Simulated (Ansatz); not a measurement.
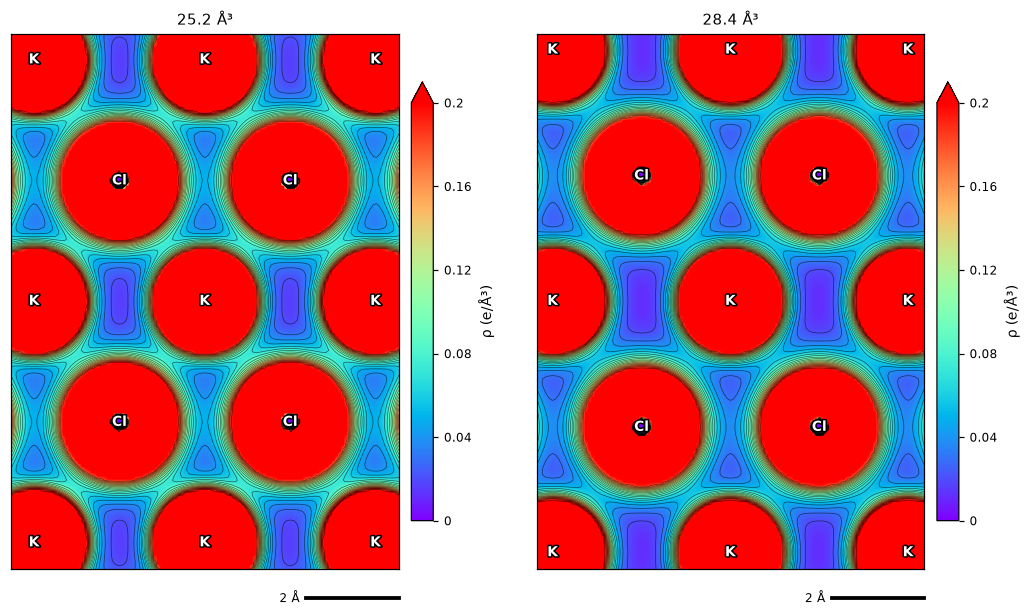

KCl. The valence charge density (pseudo) of cells scaled evenly to different volumes (given per atom above each panel), on the (011) plane of each (indices in the axes of the cell below), at one length scale and on one colour scale.

Theory: DFT r2SCAN, scalar-relativistic, plane waves, PAW (Ansatz).

In a PAW calculation such maps are meaningful between the atoms, not at the nuclei.

The largest cell:

```xyz
2
Lattice="3.8444 0.0000 0.0000 0.0000 3.8444 0.0000 0.0000 0.0000 3.8444" Properties=species:S:1:pos:R:3 pbc="T T T"
K     0.0000    0.0000    0.0000
Cl    1.9222    1.9222    1.9222
```

| volume (Å³/atom) | K–Cl contact in the plane (Å) | ρ at its midpoint (e/Å³) | pressure (GPa) | gap on the mesh (eV) | 
| --- | --- | --- | --- | --- |
| 25.19 | 3.199 | 0.082 | 1.7 | 6.12 | 
| 26.80 | 3.265 | ? | ? | ? | 
| 28.41 | 3.329 | 0.064 | −1.1 | 5.53 | 

Question: What values belong in the row with question marks?

Answer: Over the known rows ln ρ falls by 1.91 per Å of K–Cl distance (the line through the two), which gives 0.072 e/Å³ at 3.265 Å; the calculation gives 0.072 e/Å³. For the pressure, a straight line in volume between the neighbouring rows gives 0.3 GPa; the calculation gives 0.0, lower because pressure rises ever faster on compression. For the gap on the mesh, a straight line in volume between the neighbouring rows gives 5.83 eV; the calculation gives 5.80.
